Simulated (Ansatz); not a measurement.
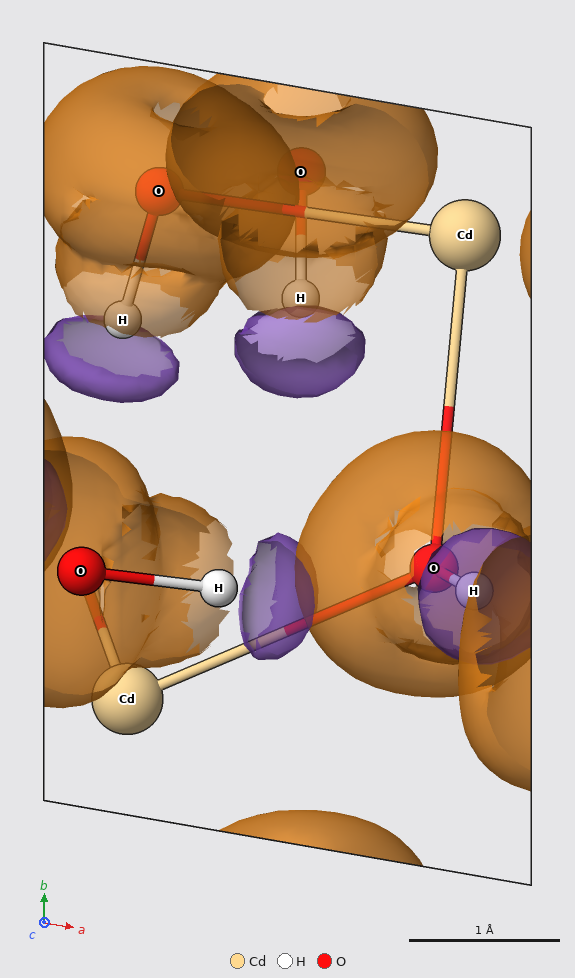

CdH2O2. Bonding charge density, ρ(crystal) − Σ ρ(neutral atoms): orange surfaces at +0.08 and purple ones at −0.08 e/Å³, in the conventional cell seen along the c axis (the regions close to the nuclei are left out). Cores are masked to 0.9 Å (Cd), 0.4 Å (H) and 0.6 Å (O).

Space group P1. The cell comes from a database of computed structures, not from a measurement.

Theory: Ansatz, DFT r2SCAN, scalar-relativistic, plane waves, PAW.

In a PAW calculation such maps are meaningful between the atoms, not at the nuclei.

```
Cd H O
1.0
     3.43375    0.00000    0.00000
    -0.12069    5.70115    0.00000
    -1.64455   -2.82610    5.09378
Cd H O
2 4 4
Direct
  0.17153 0.15317 0.31449
  0.86395 0.84254 0.69890
  0.52710 0.72146 0.01288
  0.35882 0.32026 0.00175
  0.88325 0.37538 0.72972
  0.16204 0.65267 0.28256
  0.52859 0.88884 0.00802
  0.07731 0.31118 0.00395
  0.80081 0.39603 0.57127
  0.23740 0.83034 0.44071
```

Q: What does the deformation density say about the bonding?

A: H–O (0.97 Å): Δρ is +0.36 e/Å³ at the midpoint (inside or at the edge of a masked core, so read it with care).
- Cd–O (2.25 Å): Δρ is −0.013 e/Å³ at the midpoint (close to a masked core, so read it with care).
- Cd–Cd (3.14 Å): Δρ is −0.04 e/Å³ at the midpoint.
- Over the whole cell, outside the masked cores, the largest gain lies at the edge of the masked core of O, and the largest loss lies at the edge of the masked core of H.
- In all about 0.23 e an atom is rearranged against the free atoms.
- Bader charges: Cd +1.34, H +0.57 and O −1.24 e.
